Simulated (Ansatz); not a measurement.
```cif
data_structure
_symmetry_space_group_name_H-M 'P 1'
_symmetry_Int_Tables_number 1
_cell_length_a 5.2368
_cell_length_b 5.2368
_cell_length_c 2.9080
_cell_angle_alpha 90.000
_cell_angle_beta 90.000
_cell_angle_gamma 120.000
_cell_volume 69.07
loop_
_atom_site_label
_atom_site_type_symbol
_atom_site_fract_x
_atom_site_fract_y
_atom_site_fract_z
_atom_site_occupancy
Ta1 Ta 0.00000 0.00000 0.00000 1
Ta2 Ta 0.33333 0.66667 0.50000 1
Ta3 Ta 0.66667 0.33333 0.50000 1
N1 N 0.50000 0.00000 0.00000 1
N2 N 0.50000 0.50000 0.00000 1
N3 N 0.00000 0.50000 0.00000 1
```

Space group P6/mmm; changed on purpose from its base cell (equal xx and yy strain of +1 %, PAW files); computed pressure about 5 GPa in this cell.

Method: DFT, PBE, PAW with Ansatz's default frozen-core files, scalar-relativistic in Ansatz.

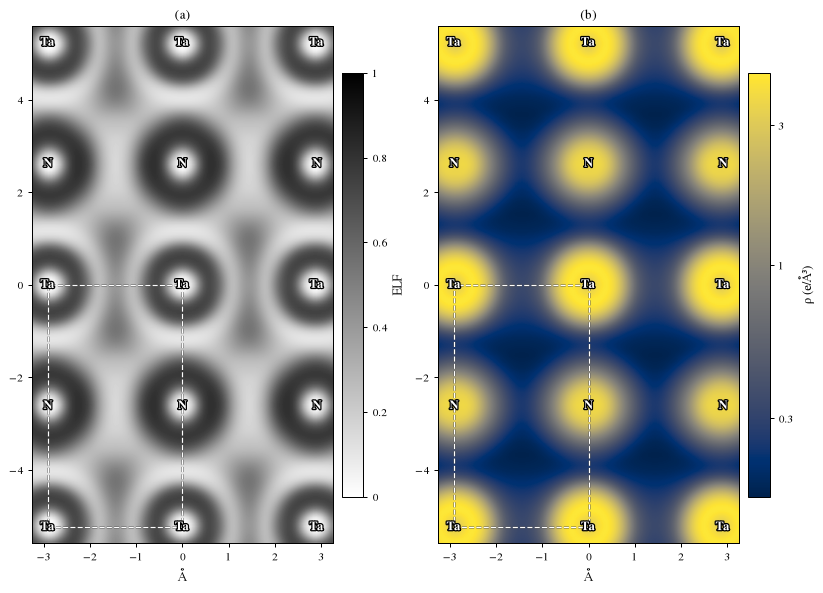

TaN. (a) electron localisation function; (b) valence electron density on the (11̄0) plane of the conventional cell.

The density is the valence pseudo-density of a PAW calculation; it isn't the true density close to the nuclei.

Q: Interpret the plot.

A: The section cuts through Ta and N sites. Ta–Ta (2.91 Å): ρ is about 0.34 e/Å³ halfway; the ELF is about 0.40 at the midpoint. Between the atoms the lowest density in this plane is 0.16 e/Å³. The features right at Ta lie inside the PAW spheres, where the map follows smoothed inner orbitals and isn't to be read closely.

Q: Does the calculation give a band gap?

A: It is metallic or semimetallic at this level of theory: no gap opens; semilocal functionals without U, or without the true magnetic order, often close the gap of such compounds.
